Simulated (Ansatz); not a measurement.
# Run report: PbS, band-structure calculation

System: PbS (slab, 8 atoms in the cell).
Method: DFT PBE, scalar-relativistic, plane waves, PAW, no spin polarisation (Ansatz 0.2.0).

It belongs to a series of runs on one base structure; here: bands of the relaxed slab.

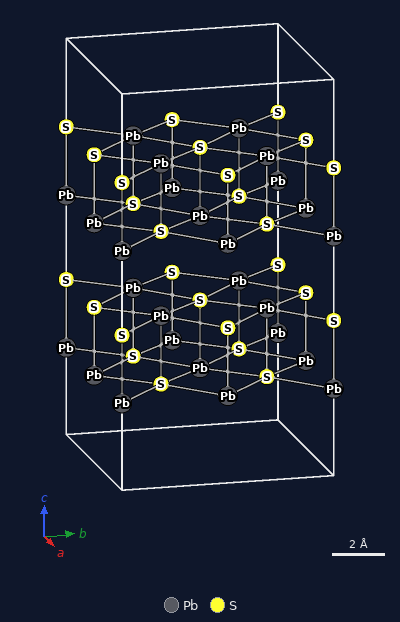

*The input geometry (ball-and-stick view of the 2 × 2 repeat of the cell, with the vacuum cut short, seen slightly off an axis).*

Near neighbours in the crystal (not all of them lie inside the picture): Pb has 5 S at 2.74 to 3.01 Å; S has 5 Pb at 2.74 to 3.01 Å.

Key numbers

```tsv
quantity	value
outcome	converged
electrons treated	80
free energy	−51237.9644 eV
work function, top face	3.81 eV
work function, bottom face	3.81 eV
Fermi energy	2.128 eV
gap on the k-point mesh	1.60 eV
gap on the band path	1.38 eV
work function (upper face)	3.81 eV
largest force (length of the vector)	0.004 eV/Å
hardware	2 threads of Intel Xeon (Granite Rapids), 96 GiB of memory available, shared host
wall time	40 s (CPU time 79 s)
peak memory	1.1 GiB
```

Warnings of the run: the exchange-correlation potential is rough where the density is thin. Spin–orbit coupling is left out, which matters for Pb.

Input file
```yaml
crystal:
  lattice:
    - [4.2490215878, 0.0, 0.0]
    - [0.0, 4.2490215878, 0.0]
    - [0.0, 0.0, 24.0135359345]
  atoms:
    - { symbol: Pb, position: [0.0, 0.0, 0.3137823011] }
    - { symbol: S, position: [0.5, 0.5, 0.316410751] }
    - { symbol: Pb, position: [0.5, 0.5, 0.4310250292] }
    - { symbol: S, position: [0.0, 0.0, 0.4278521556] }
    - { symbol: Pb, position: [0.0, 0.0, 0.5689645629] }
    - { symbol: S, position: [0.5, 0.5, 0.5721553014] }
    - { symbol: Pb, position: [0.5, 0.5, 0.6862178657] }
    - { symbol: S, position: [0.0, 0.0, 0.683592033] }
basis:
  ecutwfc: 420
kpoints:
  mp_grid: { grid: [8, 8, 1] }
  band_path:
    path: [[0.5, 0, 0], [0, 0, 0], [0.5, 0.5, 0], [0.5, 0, 0]]
    npoints: 12
hamiltonian:
  xc: pbe
scf:
  occupations: { method: gaussian, width: 0.05 }
  n_extra_bands: 22
output:
  forces: true
  stress: true
  eigenvalues: true
  populations: true
  fatbands: true
  write_density: true
  write_potential: true
  elf: true
  volumetric_format: npy
efield:
  axis: 3
  dipole_correction: true
  ramp_width: 0.04
```

Run as:
```bash
ansatz run input.yaml --threads 2 --pin off --max-ram 4096MiB --backend cpu --events-out ev --progress --plain --runs-dir out
```

The program's output
```
scf.n_extra_bands = 22 over 40 filled bands (N_el = 80.0): the run solves 62 bands
Engine: ansatz 0.2.0, x86_64-unknown-linux-gnu
Pseudopotentials: kind: paw
Pseudopotential: Pb, paw, valence charge 14, recommended cutoff 420 eV (normal), Pb.paw.azcp
Pseudopotential: S, paw, valence charge 6, recommended cutoff 420 eV (normal), S.paw.azcp
Functional definition: PBE
  parameter kappa = 0.804
  parameter beta = 0.06672455060314922
  exchange = pbe_x(kappa = kappa, mu = beta*pi^2/3)
  correlation = pbe_c(beta = beta)
Crystal: 8 atoms, lattice volume = 433.545 Å³
Basis set: ecut = 420 eV, 8425 PW (Γ), exchange–correlation on 60×60×324 points (8 copies of the dense FFT grid, shifted against one another)
Bands: 62, of which v1, the nominal top of the filled ones, is band 40 counted from 1 (39 counted from 0)
Symmetry: 8 space group operations
Space group: P4mm (ITA 99), of the structure as read, at distance tolerance 7.6e-5 Å
k-points: 15 of 64
Non-local potential: Pb, projectors of the file, l = 0: 2, l = 1: 2, l = 2: 2, l = 3: 2
Non-local potential: S, projectors of the file, l = 0: 2, l = 1: 2, l = 2: 2
PAW form: soft (Blöchl's): semilocal exchange-correlation on the pseudo side does not see the compensation charge
PAW one-centre angular grid: Pb, 590 points (default); XC on 64 Gauss nodes
PAW one-centre angular grid: S, 110 points (default); XC on 64 Gauss nodes
Initial density: superposition of atomic densities (neutral atoms: chi_scale 0, normalization atom), corrected by the library's trained network
Initial wavefunctions: pseudopotential atomic-orbital guess
Functional: x = pbe(κ = 0.804, μ = 0.2195149727645171), c = pbe(β = 0.06672455060314922)
SCF iter   1: F=—  HF=-51237.967421 eV  |F-HF|=—  |Δ(HF+E_count)|=         —  Δρ=1.19e-3  dr2=2.64e-2  ethr=1.77e-3  p=-0.000 e·Å  D=-4.47e-5 V/Å  ΔV_dip=0.00 eV  dr2_dipole=2.23e-8  V_vac-E_F(+/−)=4.00/4.00 eV  ⟨swp⟩=7.9  Hψ=5008  notcnv=0  defer=96
efield: sawtooth ramp at fractional position 0.9800 (placed from the atoms, in the widest stretch of the axis that holds none; the zero of the levels goes with the place), width 0.0400; the density the first Hamiltonian is built on has a dipole p = -0.000 e·Å; the dipole correction subtracts the counter field D = -4.47e-5 V/Å, which shifts the + side's vacuum level by +0.00 eV against the − side's; the planar-averaged density in the ramp window peaks in size at 1.2e-5 e/Å³
preconditioner: auto → Resta (q_TF=auto, 2.059 Å⁻¹)  ε∞=2.0  [insulator: Δε(μ)=1.618 eV  Ē_g=15.920 eV  σ=0.050 eV  W_gap=1.00  n_scr=58 (ndim 8)  ℏωp=16.0 eV  f_vac=0.473  D(μ)=0.00/eV (n_scr^D=0)  ε∞_Penn≈2.0  vacuum switching on, ρ_ref=1.8e-2 e/Å³]
SCF iter   2: F=—  HF=-51237.965672 eV  |F-HF|=—  |Δ(HF+E_count)|=   1.75e-3  Δρ=7.88e-4  dr2=1.70e-2  ethr=3.31e-5  p=-0.000 e·Å  D=-8.13e-5 V/Å  ΔV_dip=0.00 eV  dr2_dipole=1.98e-8  V_vac-E_F(+/−)=3.97/3.97 eV  ⟨swp⟩=2.2  Hψ=1401  notcnv=0  defer=189
SCF iter   3: F=—  HF=-51237.964154 eV  |F-HF|=—  |Δ(HF+E_count)|=   1.52e-3  Δρ=4.18e-4  dr2=3.50e-3  ethr=2.12e-5  p=-0.000 e·Å  D=-5.92e-5 V/Å  ΔV_dip=0.00 eV  dr2_dipole=7.24e-9  V_vac-E_F(+/−)=3.86/3.86 eV  ⟨swp⟩=2.0  Hψ=841  notcnv=0  defer=189
SCF iter   4: F=—  HF=-51237.963905 eV  |F-HF|=—  |Δ(HF+E_count)|=   2.49e-4  Δρ=1.80e-4  dr2=4.52e-4  ethr=4.37e-6  p=-0.000 e·Å  D=-7.02e-5 V/Å  ΔV_dip=0.00 eV  dr2_dipole=3.13e-9  V_vac-E_F(+/−)=3.84/3.84 eV  ⟨swp⟩=2.0  Hψ=766  notcnv=0  defer=189
SCF iter   5: F=—  HF=-51237.963955 eV  |F-HF|=—  |Δ(HF+E_count)|=   5.01e-5  Δρ=4.89e-5  dr2=1.85e-5  ethr=5.65e-7  p=-0.000 e·Å  D=-4.45e-5 V/Å  ΔV_dip=0.00 eV  dr2_dipole=5.55e-8  V_vac-E_F(+/−)=3.81/3.81 eV  ⟨swp⟩=2.0  Hψ=887  notcnv=0  defer=189
SCF iter   6: F=—  HF=-51237.964375 eV  |F-HF|=—  |Δ(HF+E_count)|=   4.20e-4  Δρ=1.52e-5  dr2=2.14e-6  ethr=2.31e-8  p=-0.000 e·Å  D=-1.47e-4 V/Å  ΔV_dip=0.00 eV  dr2_dipole=8.50e-7  V_vac-E_F(+/−)=3.81/3.81 eV  ⟨swp⟩=2.4  Hψ=1408  notcnv=0  defer=207
SCF iter   7: F=—  HF=-51237.964377 eV  |F-HF|=—  |Δ(HF+E_count)|=   1.70e-6  Δρ=1.15e-5  dr2=5.86e-6  ethr=2.68e-9  p=0.000 e·Å  D=1.23e-4 V/Å  ΔV_dip=-0.00 eV  dr2_dipole=4.42e-6  V_vac-E_F(+/−)=3.81/3.81 eV  ⟨swp⟩=2.5  Hψ=1280  notcnv=0  defer=207  recentre
SCF iter   8: F=—  HF=-51237.964376 eV  |F-HF|=—  |Δ(HF+E_count)|=   9.72e-7  Δρ=3.98e-6  dr2=1.71e-7  ethr=2.68e-9  p=-0.000 e·Å  D=-8.96e-5 V/Å  ΔV_dip=0.00 eV  dr2_dipole=6.94e-8  V_vac-E_F(+/−)=3.81/3.81 eV  ⟨swp⟩=2.1  Hψ=874  notcnv=0  defer=207
SCF iter   9: F=-51237.964376 eV  HF=-51237.964376 eV  |F-HF|=4.23e-9  |Δ(HF+E_count)|=   7.61e-8  Δρ=1.00e-6  dr2=6.98e-9  ethr=1.25e-10  p=-0.000 e·Å  D=-6.82e-5 V/Å  ΔV_dip=0.00 eV  dr2_dipole=1.15e-9  V_vac-E_F(+/−)=3.81/3.81 eV  ⟨swp⟩=19.3  Hψ=8340  notcnv=0
SCF 1 converged in 9 iterations: F = -51237.964376 eV  dr2 = 6.98e-9
  greatest PAW one-centre occupation: 0.982 electrons in one spin orbital (limit 2), on the Pb atom at site 4 (counted from 0), in its partial waves of l = 2
```

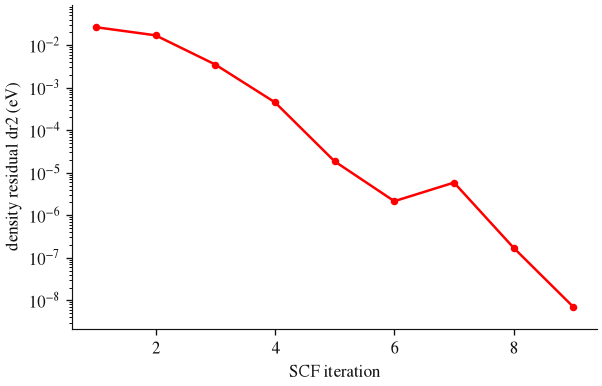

*Convergence of the self-consistent field: density residual dr2 against the SCF iteration.*

The residual comes down, with one marked jump up, by a factor of about 2.5, at step 7.

```
NSCF: frozen V_eff on 37 k-points
efield: sawtooth ramp at fractional position 0.9800 (kept from the solve that this one continues, or follows in the run), width 0.0400; the density the first Hamiltonian is built on has a dipole p = -0.000 e·Å; the dipole correction subtracts the counter field D = -6.82e-5 V/Å, which shifts the + side's vacuum level by +0.00 eV against the − side's; the planar-averaged density in the ramp window peaks in size at 1.7e-7 e/Å³
WARN: The output density's exchange-correlation potential varies sharply where the density is thin. Do not read a vacuum level from v_tot or v_xc, or from such a field of the output density. On a cell that repeats whose density bears no net charge and no dipole along the vacuum's axis use v_es (v_loc + v_h of the components); under efield.dipole_correction with no amplitude use v_es + v_field, which holds any external_charges[].barrier, or the levels of the report's work_function block, which leave it out; under a non-zero efield.amplitude the vacuum is tilted and has no level; on a cell that repeats and bears such a dipole with no correction it is tilted too, and efield.dipole_correction with no amplitude gives each side of its ramp a level where efield: is served; in a cell that repeats whose density bears a net charge (total_charge, or a fill off its count) it is curved and has none; of a slab under crystal.periodic whose density bears no net charge use v_es, which has a level on each side, short of where the two are joined; of another it falls or rises all the way out and has none; of a slab beside external_charges read slab_vacuum_level instead, which it has where they leave it neutral. The grid or the basis barely resolves most such structure, and the values can differ between equally converged runs; as a rule a tighter scf.convergence.dr2_threshold does not remove it. Where the density itself ripples (under the LDA too) a higher basis.ecutwfc lessens it. The files hold the spikes' plane waves up to the density's cutoff. Files: v_tot_of_output_density and the like, and their columns of v_z.tsv (output.write_potential); v_xc_of_output_density and the like, and their columns of v_comp_z.tsv (output.write_potential_components). Measured: with its Gaussian average of σ = 0.25 Å subtracted twice, the exchange-correlation potential is over 0.1 eV at 8 of the grid points where the equally averaged density (valence and model cores) is under 1e-3 e/Å³, and 0.141 eV at the most among them, at an averaged density of 5.8e-9 e/Å³. See output.write_potential in the manual, Limitations
SCF converged after 9 iterations
Free energy (F): -51237.964376 eV
Harris-Foulkes:  -51237.964376 eV  (|F-HF|=4.23e-9)
Internal energy: -51237.964376 eV  (E = F + TS)
E sigma→0 (E₀):  -51237.964376 eV
Fermi energy:    2.127866 eV
Dipole field:    D = -0.000037 V/Å  (p = -0.000089 e·Å, saw-weighted, corrected)
Work function:   Φ+ = 3.8079 eV   Φ− = 3.8070 eV
Levels:          The Fermi level and band energies are counted from a zero that moves with the ramp; work functions are not
--- Per-component energies (eV) ---
  E_band       = -734.409575
  E_kinetic    = 1571.427883
  E_local      = -38561.828044  (includes V_loc(G=0)·N_el)
  E_nonlocal   = 1514.026763
  E_hartree    = 18482.442173
  E_xc         = -1271.423343
  E_vxc        = -878.359642  (∫ρ·V_xc dr)
  E_paw        = -44015.347074  (= ΣΔE_a)
  E_vpaw       = -1344.560222  (= ΣTr[D̂ρ^β])
  E_aug_tail   = 0.000200  (compensation charges beyond the density's cutoff)
  E_efield     = 0.000000  (sawtooth field / dipole correction)
  E_vefield    = -0.000000  (∫n·V_field dr)
  E_ewald      = 11042.737065
  E_smearing   = -0.000000  (= −TS)
  E_closure    = 0.000000  (closes the sum)
  Σ components = -51237.964376   (vs F -51237.964376, Δ=0.00e0)
--- Forces (eV/Å), atoms counted from 1 ---
  atom   1  Pb     0.00000000     0.00000000    -0.00352378
  atom   2  S      0.00000000     0.00000000     0.00166879
  atom   3  Pb    -0.00000000     0.00000000    -0.00117155
  atom   4  S      0.00000000     0.00000000     0.00230067
  atom   5  Pb     0.00000000     0.00000000     0.00342771
  atom   6  S     -0.00000000     0.00000000    -0.00392543
  atom   7  Pb    -0.00000000     0.00000000     0.00445737
  atom   8  S      0.00000000     0.00000000    -0.00323039
  max |Σ_I F_I| component: 3.40e-6 eV/Å
--- Stress (GPa, compression-positive) ---
       -0.019650       0.000000       0.000000
        0.000000      -0.019650       0.000000
        0.000000       0.000000       0.003986
  P = ⅓ Tr σ = -0.0118 GPa (-0.118 kbar)
--- Band table (eV; the first three rows and the last of 15) ---
  k-point 0: bands = ["-15.0172", "-15.0082", "-14.9213", "-14.9197", "-14.8984", "-14.8984", "-14.8967", "-14.8967", "-14.8824", "-14.8808", "-14.8806", "-14.8786", "-14.8757", "-14.8628", "-14.8415", "-14.8371", "-14.8217", "-14.8217", "-14.8086", "-14.8086", "-11.3565", "-11.2048", "-10.0743", "-9.8841", "-5.6575", "-5.4988", "-4.5800", "-4.3004", "-2.3025", "-1.2423", "-1.2423", "-1.1625", "-1.0766", "-1.0766", "-0.2414", "-0.2414", "-0.1065", "-0.1065", "0.5293", "1.0292", "3.2900", "4.4052", "5.6721", "5.9985", "6.0547", "6.3377", "6.4780", "6.4969", "6.4969", "6.5610", "6.7601", "6.7601", "7.2852", "7.2852", "7.3326", "7.4363", "7.4363", "7.6011", "8.2899", "8.7248", "9.2797", "9.2797"]
  k-point 1: bands = ["-15.0095", "-15.0013", "-14.9169", "-14.9153", "-14.9000", "-14.8986", "-14.8984", "-14.8971", "-14.8864", "-14.8848", "-14.8793", "-14.8735", "-14.8724", "-14.8607", "-14.8441", "-14.8405", "-14.8236", "-14.8204", "-14.8117", "-14.8087", "-11.2733", "-11.1256", "-10.0434", "-9.8699", "-5.8526", "-5.7032", "-4.8381", "-4.5650", "-2.2147", "-1.1658", "-1.1199", "-0.9670", "-0.9569", "-0.8919", "-0.1439", "-0.0177", "0.0092", "0.1439", "0.4722", "1.0420", "3.2790", "4.4467", "5.2624", "5.7462", "5.7928", "5.9986", "5.9997", "6.0856", "6.1770", "6.3056", "6.5431", "6.6242", "6.7760", "6.9457", "7.3237", "7.3926", "7.5146", "8.1790", "8.6054", "8.7863", "9.2059", "9.3433"]
  k-point 2: bands = ["-14.9908", "-14.9848", "-14.9075", "-14.9060", "-14.9017", "-14.9001", "-14.9000", "-14.8983", "-14.8959", "-14.8942", "-14.8793", "-14.8713", "-14.8590", "-14.8500", "-14.8496", "-14.8476", "-14.8273", "-14.8192", "-14.8181", "-14.8095", "-11.0350", "-10.9006", "-9.9851", "-9.8646", "-6.2680", "-6.1164", "-5.4335", "-5.1687", "-1.9443", "-0.9299", "-0.7737", "-0.6208", "-0.5274", "-0.4506", "0.1058", "0.2004", "0.2512", "0.6662", "0.7096", "1.0302", "3.3142", "4.0298", "4.4036", "4.5685", "5.0270", "5.1142", "5.1318", "5.2273", "5.7307", "5.8784", "5.9257", "6.0429", "6.5738", "6.7335", "7.5484", "8.1569", "8.3215", "8.4469", "9.1400", "9.2615", "9.5181", "9.6013"]
  k-point 14: bands = ["-15.0018", "-15.0013", "-14.9917", "-14.9907", "-14.9136", "-14.9136", "-14.9113", "-14.9113", "-14.8877", "-14.8866", "-14.8574", "-14.8557", "-14.8311", "-14.8311", "-14.8288", "-14.8281", "-14.8170", "-14.8164", "-14.8130", "-14.8130", "-9.9477", "-9.9470", "-9.7153", "-9.7135", "-5.6847", "-5.6841", "-5.4199", "-5.4197", "-2.8858", "-2.8858", "-2.6713", "-2.6713", "-1.6241", "-1.6241", "-1.3767", "-1.3767", "-0.6523", "-0.6521", "0.3071", "0.3079", "4.7916", "4.7928", "5.9764", "5.9764", "6.2492", "6.2496", "6.6681", "6.6681", "6.7900", "6.7900", "7.2403", "7.2403", "7.4252", "7.4252", "8.0902", "8.0902", "9.5356", "9.5356", "9.5438", "9.5450", "9.9733", "9.9745"]
--- Löwdin populations: 8 sites ---
  site symbol       q [e]
     0     Pb     13.4344
     1      S      6.5017
     2     Pb     13.4691
     3      S      6.4695
     4     Pb     13.4691
     5      S      6.4695
     6     Pb     13.4344
     7      S      6.5017
  spilling = 0.003131 (of n_electrons = 80.000000)
```

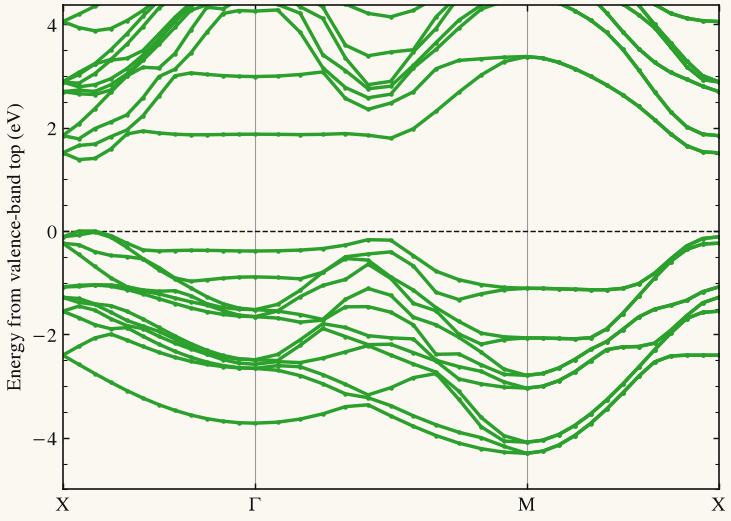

*Band structure along X–Γ–M–X, with energies from the valence-band top.*

There is a gap of 1.38 eV on this path, direct, at between X and Γ.

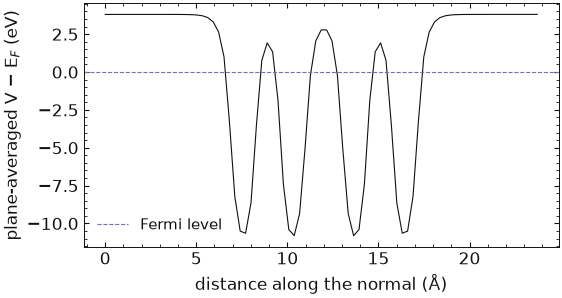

*Plane average of the electrostatic potential energy of an electron across the cell, from the Fermi level.*

The vacuum level lies 3.81 eV above the Fermi level.

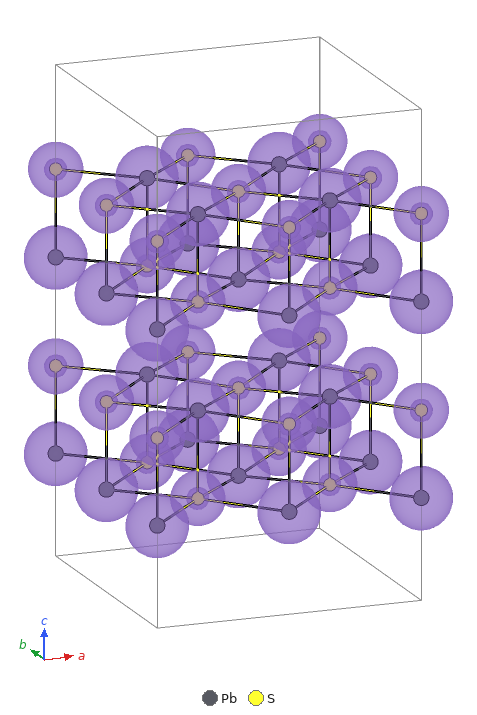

*Isosurface of the valence pseudo-density at 0.8 e/Å³ (purple), seen slightly off an axis. Sticks mark near contacts.*

At this value the density breaks into separate islands; it holds about 55 % of the electrons treated as valence (semicore included). It is pinched off along the Pb–S (2.74 Å) and Pb–S (3.01 Å) contacts. On the grid the lowest density along these lines, outside the cores, is 0.34 e/Å³ (Pb–S, 2.74 Å) and 0.21 e/Å³ (Pb–S, 3.01 Å). The fields are those of the smooth PAW valence density.

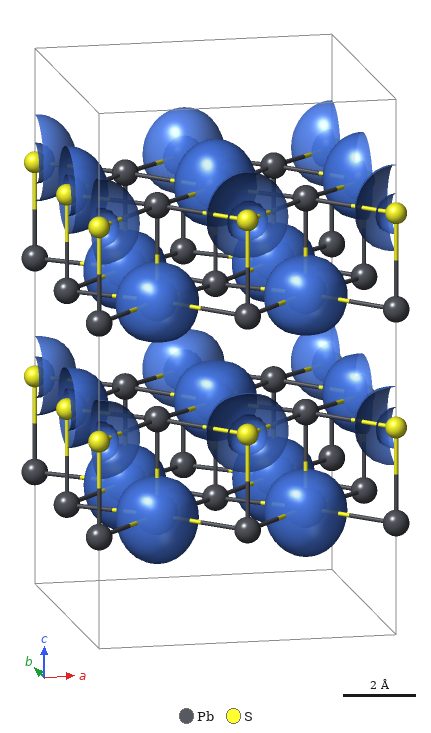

*Isosurface of the electron localisation function at 0.75 (blue), seen slightly off an axis. Core shells and regions of very low density are left out. Sticks mark near contacts.*

Counts are for one cell; the picture repeats the cell along the surface. Along the contacts the grid gives the following. Pb–S (2.74 Å): the ELF peaks at about 0.85 in the valence shell of S, 0.9 Å from its nucleus, and drops to about 0.25 between the two atoms. Pb–S (3.01 Å): the ELF peaks at about 0.85 in the valence shell of S, 0.8 Å from its nucleus, and drops to about 0.20 between the two atoms.
